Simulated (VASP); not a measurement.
**What a change does: single-point calculation on GaN**

System: GaN (P1, 2 atoms in the cell).
Method of run A: DFT, PBE, plane waves, PAW (VASP 6.6.1).

The structure was built on a prototype by a generator. 

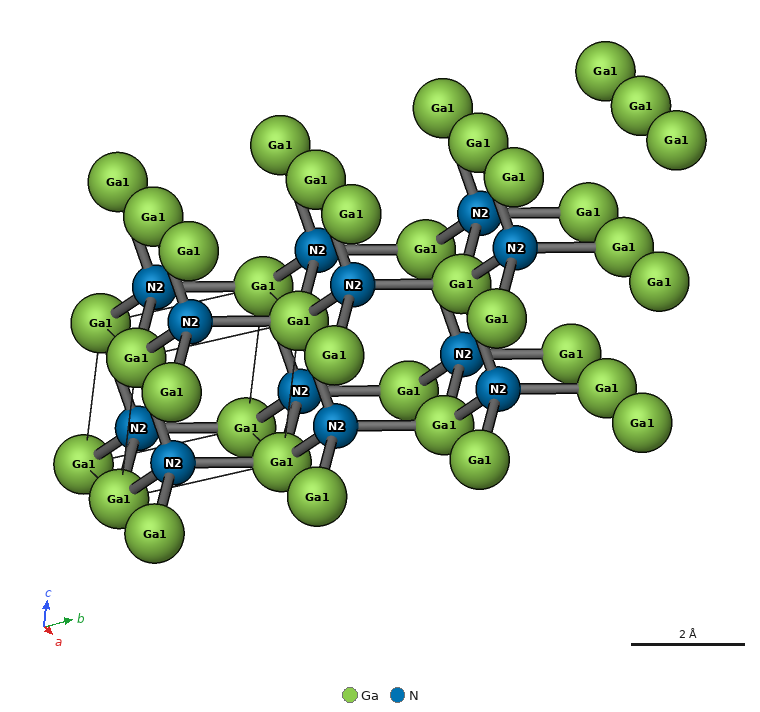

The structure as given in the input (ball-and-stick view of the reduced cell, repeated 2 × 3 × 2, seen slightly off an axis; atoms are numbered from 1 in the order of the input). Near neighbours in the crystal (not all of them lie inside the picture): Ga has 4 N at 1.92 to 2.03 Å; N has 4 Ga at 1.92 to 2.03 Å.

### INCAR, run A
```
ENCUT = 520.000000
SIGMA = 0.020000
EDIFF = 1.00e-07
GGA = PE
PREC = Accurate
IBRION = -1
ISIF = 2
ISMEAR = -1
NBANDS = 16
NELM = 120
NSW = 0
LASPH = .TRUE.
LCHARG = .FALSE.
LWAVE = .FALSE.
LREAL = .FALSE.
```

### KPOINTS, run A
```
KPOINTS created by Atomic Simulation Environment
0
Gamma
8 8 8
0 0 0
```

### POSCAR, run A
```
Ga N
 1.0000000000000000
     0.0529000000000000    2.3317000000000001    2.3327000000000000
     2.3218999999999999    0.0626000000000000    2.3230000000000000
     2.2841999999999998    2.2843000000000000    0.1003000000000000
 Ga  N
   1   1
Cartesian
  2.3405774499999996  4.5766333200000000  2.4419050600000003
  1.1627260300000000  1.1379288600000002  1.1947945599999998
```

Command:
```bash
mpirun -np 1 vasp_std
```

Hardware: 1 CPU thread, shared host.

### OSZICAR and lines of OUTCAR (run A)
```
N       E                     dE             d eps       ncg     rms          rms(c)
DAV:   1     0.825938958266E+02    0.82594E+02   -0.92946E+03  9280   0.201E+03
DAV:   2    -0.804244035302E+01   -0.90636E+02   -0.84198E+02  9488   0.328E+02
DAV:   3    -0.140004271734E+02   -0.59580E+01   -0.59351E+01  9680   0.709E+01
DAV:   4    -0.140712962736E+02   -0.70869E-01   -0.70857E-01 10496   0.836E+00
DAV:   5    -0.140722712813E+02   -0.97501E-03   -0.97500E-03  9952   0.874E-01    0.764E+00
DAV:   6    -0.121056658213E+02    0.19666E+01   -0.50032E+00 12544   0.391E+01    0.270E+00
DAV:   7    -0.121100422922E+02   -0.43765E-02   -0.30699E-01  9112   0.673E+00    0.176E+00
DAV:   8    -0.121060290905E+02    0.40132E-02   -0.64833E-02  9208   0.320E+00    0.826E-01
DAV:   9    -0.121015803704E+02    0.44487E-02   -0.13804E-02 12528   0.255E+00    0.225E-01
DAV:  10    -0.121019883799E+02   -0.40801E-03   -0.13976E-03  9104   0.466E-01    0.116E-01
DAV:  11    -0.121019005207E+02    0.87859E-04   -0.23574E-04 12144   0.244E-01    0.859E-03
DAV:  12    -0.121019052587E+02   -0.47380E-05   -0.26263E-05  9600   0.475E-02    0.611E-03
DAV:  13    -0.121019051666E+02    0.92095E-07   -0.61456E-07 10672   0.135E-02
   1 F= -.12101905E+02 E0= -.12101905E+02  d E =-.330130E-12
[... from OUTCAR:]
   NELECT =      18.0000    total number of electrons
 E-fermi :   5.5174
  free  energy   TOTEN  =       -12.1019051666 eV
  energy  without entropy=      -12.1019051666  energy(sigma->0) =      -12.10190517
```

The input of run B differs as follows (lines with − go, lines with + come):
```diff
-PREC = Accurate
-NELM = 120
+PREC = Single
+NELM = 69
```

Predict how the results change.

The free energy of run B is 0.23 meV per atom lower, which comes mainly from the change of cutoff or grids; a solver setting shouldn't move a converged energy. The number of SCF iterations is the same.

### OSZICAR and lines of OUTCAR (run B)
```
N       E                     dE             d eps       ncg     rms          rms(c)
DAV:   1     0.825942733922E+02    0.82594E+02   -0.92946E+03  9280   0.201E+03
DAV:   2    -0.804264391582E+01   -0.90637E+02   -0.84198E+02  9488   0.328E+02
DAV:   3    -0.140006245009E+02   -0.59580E+01   -0.59351E+01  9672   0.709E+01
DAV:   4    -0.140715534348E+02   -0.70929E-01   -0.70917E-01 10504   0.837E+00
DAV:   5    -0.140725281591E+02   -0.97472E-03   -0.97472E-03  9936   0.874E-01    0.764E+00
DAV:   6    -0.121061518874E+02    0.19664E+01   -0.50029E+00 12544   0.391E+01    0.270E+00
DAV:   7    -0.121105254086E+02   -0.43735E-02   -0.30703E-01  9112   0.673E+00    0.176E+00
DAV:   8    -0.121064840544E+02    0.40414E-02   -0.64788E-02  9240   0.320E+00    0.826E-01
DAV:   9    -0.121020410268E+02    0.44430E-02   -0.13792E-02 12520   0.255E+00    0.225E-01
DAV:  10    -0.121024489748E+02   -0.40795E-03   -0.13993E-03  9096   0.466E-01    0.116E-01
DAV:  11    -0.121023610574E+02    0.87917E-04   -0.23603E-04 12152   0.244E-01    0.860E-03
DAV:  12    -0.121023658078E+02   -0.47504E-05   -0.26304E-05  9600   0.475E-02    0.611E-03
DAV:  13    -0.121023657161E+02    0.91714E-07   -0.61731E-07 10688   0.136E-02
   1 F= -.12102366E+02 E0= -.12102366E+02  d E =-.327244E-12
[... from OUTCAR:]
   NELECT =      18.0000    total number of electrons
 E-fermi :   5.5180
  free  energy   TOTEN  =       -12.1023657161 eV
  energy  without entropy=      -12.1023657161  energy(sigma->0) =      -12.10236572
```

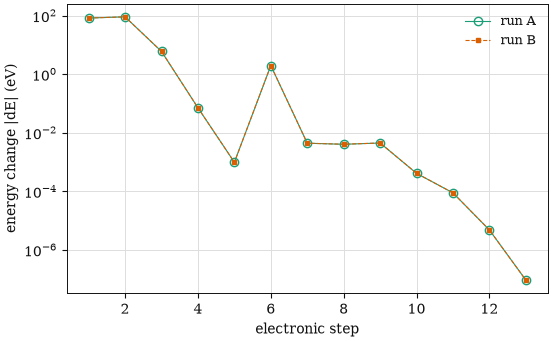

Convergence of the two runs: energy change |dE| against the electronic step. Run A takes 13 steps in all, and run B takes 13.

### The two runs side by side

```csv
quantity,run A,run B
outcome,converged,converged
free energy per atom (eV),−6.0510,−6.0512
gap on the mesh (eV),1.35,1.35
pressure (GPa),0.41,0.41
largest force (eV/Å),0.458,0.452
SCF iterations,13,13
irreducible k-points,260,260
```

For run B: These settings are looser than, or depart from, a standard set-up, so the numbers are not reference values for this system.
